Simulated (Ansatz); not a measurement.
## Electronic structure of MgSi54 (cell with a defect) in real space

Input file:

```
crystal:
  lattice:
    - [-8.2045149714, 8.2045149714, 0.0]
    - [-8.2045149714, 0.0, 8.2045149714]
    - [0.0, 8.2045149714, 8.2045149714]
  atoms:
    - { symbol: Si, position: [0.75, 0.75, 0.75] }
    - { symbol: Si, position: [0.0833333333, 0.75, 0.75] }
    - { symbol: Si, position: [0.75, 0.0833333333, 0.75] }
    - { symbol: Si, position: [0.75, 0.75, 0.0833333333] }
    - { symbol: Si, position: [0.4166666667, 0.75, 0.75] }
    - { symbol: Si, position: [0.0834725207, 0.0891209492, 0.7423862326] }
    - { symbol: Si, position: [0.0877189844, 0.7452860869, 0.0901302541] }
    - { symbol: Si, position: [0.75, 0.4166666667, 0.75] }
    - { symbol: Si, position: [0.7432502545, 0.0708654665, 0.0908507164] }
    - { symbol: Si, position: [0.75, 0.75, 0.4166666667] }
    - { symbol: Si, position: [0.4166666667, 0.0833333333, 0.75] }
    - { symbol: Si, position: [0.4166666667, 0.75, 0.0833333333] }
    - { symbol: Si, position: [0.0833333333, 0.4166666667, 0.75] }
    - { symbol: Si, position: [0.0854459868, 0.0858319445, 0.0834591275] }
    - { symbol: Si, position: [0.0833333333, 0.75, 0.4166666667] }
    - { symbol: Si, position: [0.75, 0.4166666667, 0.0833333333] }
    - { symbol: Si, position: [0.75, 0.0833333333, 0.4166666667] }
    - { symbol: Si, position: [0.4166666667, 0.4166666667, 0.75] }
    - { symbol: Si, position: [0.4166666667, 0.0833333333, 0.0833333333] }
    - { symbol: Si, position: [0.4166666667, 0.75, 0.4166666667] }
    - { symbol: Si, position: [0.0833333333, 0.4166666667, 0.0833333333] }
    - { symbol: Si, position: [0.0833333333, 0.0833333333, 0.4166666667] }
    - { symbol: Si, position: [0.75, 0.4166666667, 0.4166666667] }
    - { symbol: Si, position: [0.4166666667, 0.4166666667, 0.0833333333] }
    - { symbol: Si, position: [0.4166666667, 0.0833333333, 0.4166666667] }
    - { symbol: Si, position: [0.0833333333, 0.4166666667, 0.4166666667] }
    - { symbol: Si, position: [0.4166666667, 0.4166666667, 0.4166666667] }
    - { symbol: Si, position: [0.8333333333, 0.8333333333, 0.5] }
    - { symbol: Si, position: [0.1666666667, 0.8333333333, 0.5] }
    - { symbol: Si, position: [0.8333333333, 0.1666666667, 0.5] }
    - { symbol: Si, position: [0.8333333333, 0.8333333333, 0.8333333333] }
    - { symbol: Si, position: [0.5, 0.8333333333, 0.5] }
    - { symbol: Si, position: [0.1666666667, 0.1666666667, 0.5] }
    - { symbol: Si, position: [0.1652630424, 0.8394804946, 0.8311030787] }
    - { symbol: Si, position: [0.8333333333, 0.5, 0.5] }
    - { symbol: Si, position: [0.8332098751, 0.1628073755, 0.8399465368] }
    - { symbol: Si, position: [0.8367968808, 0.8302077708, 0.1547145766] }
    - { symbol: Si, position: [0.5, 0.1666666667, 0.5] }
    - { symbol: Si, position: [0.5, 0.8333333333, 0.8333333333] }
    - { symbol: Si, position: [0.1666666667, 0.5, 0.5] }
    - { symbol: Si, position: [0.1734641787, 0.1602350641, 0.8418718304] }
    - { symbol: Si, position: [0.166739217, 0.8220474946, 0.1767645203] }
    - { symbol: Si, position: [0.8333333333, 0.5, 0.8333333333] }
    - { symbol: Si, position: [0.8284832952, 0.1735340197, 0.1721989836] }
    - { symbol: Si, position: [0.5, 0.5, 0.5] }
    - { symbol: Si, position: [0.5, 0.1666666667, 0.8333333333] }
    - { symbol: Si, position: [0.5, 0.8333333333, 0.1666666667] }
    - { symbol: Si, position: [0.1666666667, 0.5, 0.8333333333] }
    - { symbol: Si, position: [0.1666666667, 0.1666666667, 0.1666666667] }
    - { symbol: Si, position: [0.8333333333, 0.5, 0.1666666667] }
    - { symbol: Si, position: [0.5, 0.5, 0.8333333333] }
    - { symbol: Si, position: [0.5, 0.1666666667, 0.1666666667] }
    - { symbol: Si, position: [0.1666666667, 0.5, 0.1666666667] }
    - { symbol: Si, position: [0.5, 0.5, 0.1666666667] }
    - { symbol: Mg, position: [0.0096789193, -0.0017711497, -0.0023808451] }
  host:
    lattice:
      - [0.0, 2.7348383238, 2.7348383238]
      - [2.7348383238, 0.0, 2.7348383238]
      - [2.7348383238, 2.7348383238, 0.0]
    atoms:
      - { symbol: Si, position: [0.75, 0.75, 0.75] }
      - { symbol: Si, position: [0.5, 0.5, 0.5] }
basis:
  ecutwfc: 420
  xc_grid: 2
kpoints:
  mp_grid: { grid: [2, 2, 2], shift: [0.0, 0.0, 0.0] }
hamiltonian:
  xc: pbe
scf:
  occupations: { method: gaussian, width: 0.01 }
output:
  forces: true
  stress: false
  eigenvalues: true
  charged_corrections:
    defect_position: [0.0, 0.0, 0.0]
    epsilon: [[12.9813, 0.0, 0.0], [0.0, 12.9813, 0.0], [0.0, 0.0, 12.9813]]
  write_density: true
  write_potential: true
  elf: true
  volumetric_format: npy
relax:
  adjacent_minimum: "off"
  f_tol: 0.025
  max_steps: 60
```

Command:

```sh
ansatz run input.yaml --threads 8 --pin off --max-ram 22528MiB --backend cpu --events-out ev --progress --plain --runs-dir out
```

The fields are those of the relaxed geometry.

Method: Ansatz 0.2.0, DFT PBE, scalar-relativistic, plane waves, PAW.

In a PAW calculation such maps are meaningful between the atoms, not at the nuclei.

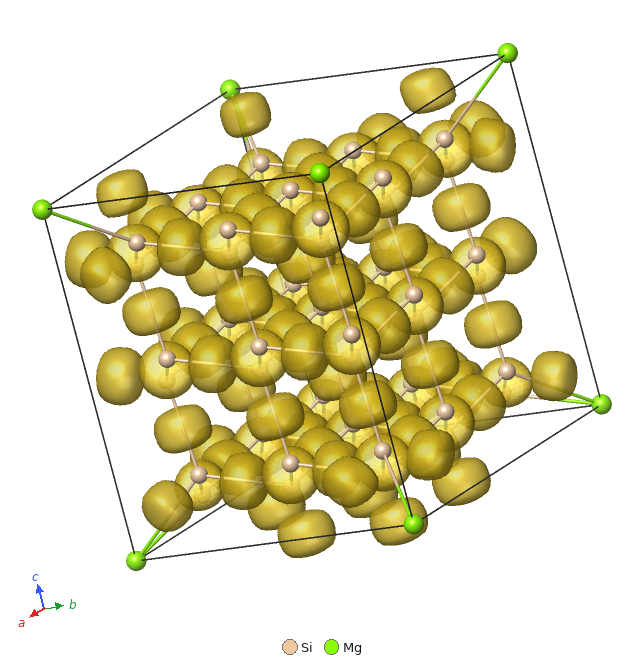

Figure 1. Isosurface of the ELF at 0.8 (yellow), seen slightly off an axis. Core shells and regions of very low density are left out. Sticks mark near contacts.

Describe the localisation domains.

The surface consists of 108 regions between bonded Si–Si atoms, counted in one cell of 55 atoms. Regions shared between cells count once. Profiles from the grid: Si–Si (2.34 Å): the ELF peaks at about 0.95 between the atoms. Mg–Si (2.51 Å): the ELF peaks at about 0.60 in the valence shell of Si, 1.0 Å from its nucleus, and is about 0.50 at the midpoint.

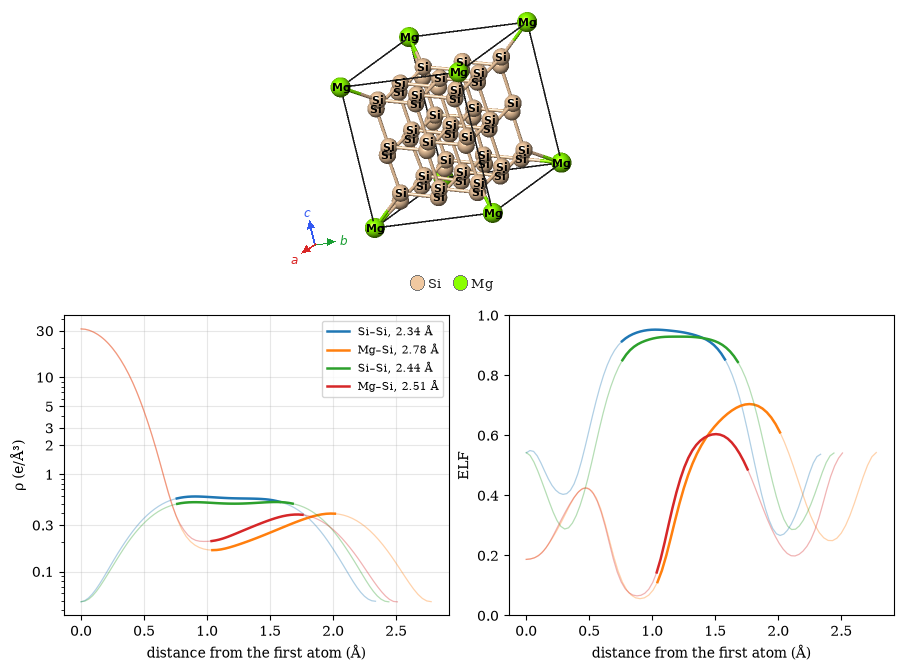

Figure 2. Valence charge density (pseudo) and electron localisation function along straight lines between neighbouring atoms. Thin, pale parts lie inside the atomic spheres. The structure is drawn too.

What can be read from the curves?

Si–Si (2.34 Å): ρ is about 0.57 e/Å³ halfway; the ELF peaks at about 0.95 between the atoms.
Mg–Si (2.78 Å): ρ is about 0.22 e/Å³ halfway; the ELF peaks at about 0.70 in the valence shell of Si, 1.0 Å from its nucleus, and is about 0.55 at the midpoint.
Si–Si (2.44 Å): ρ at the midpoint is about 0.5 e/Å³; the ELF peaks at about 0.95 between the atoms.
Mg–Si (2.51 Å): ρ at the midpoint is about 0.25 e/Å³; the ELF peaks at about 0.60 in the valence shell of Si, 1.0 Å from its nucleus, and is about 0.50 at the midpoint.

Does the calculation make it a metal, or give it a gap?

It is metallic or semimetallic at this level of theory: no gap opens.
